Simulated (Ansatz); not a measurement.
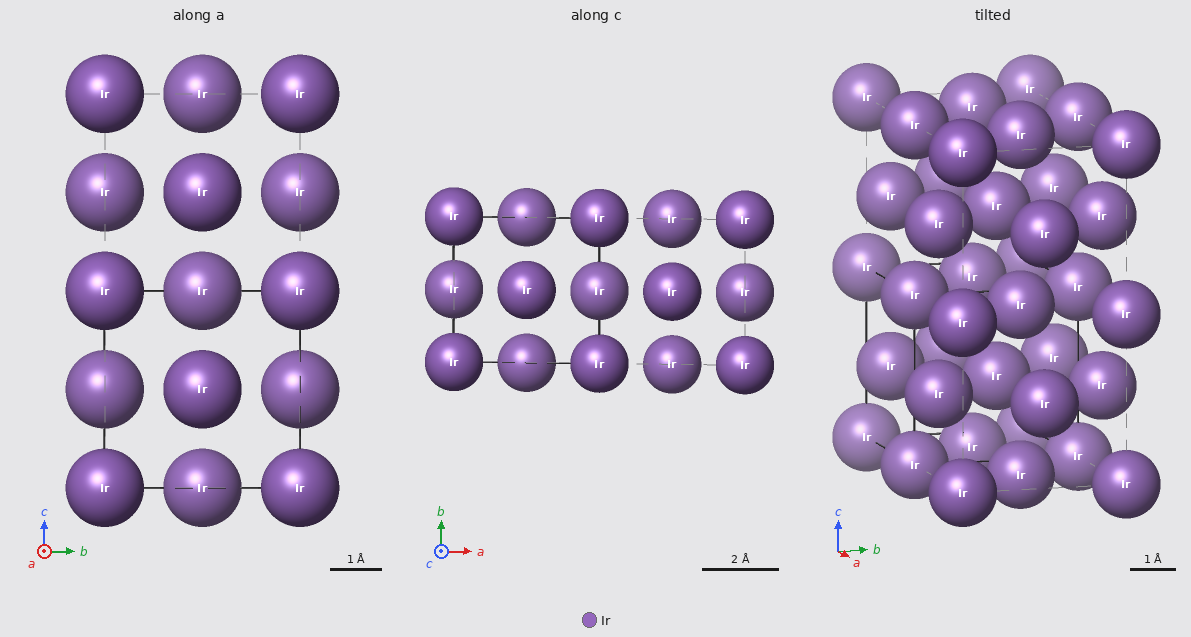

The structure above is drawn in spheres-only style and viewed along the a axis, along the c axis and slightly off an axis. Shown are 2×1×2 repeats of the drawn cell (a repeat of the simulation cell), one of them outlined in solid lines. Cell: a = 3.853 Å, b = 3.853 Å, c = 3.884 Å, α = 90.00°, β = 90.00°, γ = 90.63°.

Describe the crystal.

The element is iridium. Strictly the space group is Immm (No. 71, within 0.01 Å). It is a distorted form of a face-centred cubic structure, space group Fm-3m (No. 225) within 0.25 Å: face-centred cubic (Cu type). The cell holds four atoms. Each Ir atom is coordinated by twelve Ir in a cuboctahedral arrangement at about 2.7 Å.

The cell started as a structure listed in the Materials Project. It was relaxed with DFT PBE, scalar-relativistic, plane waves, PAW (Ansatz) under a constraint or pressure on the cell, so some stress remains.
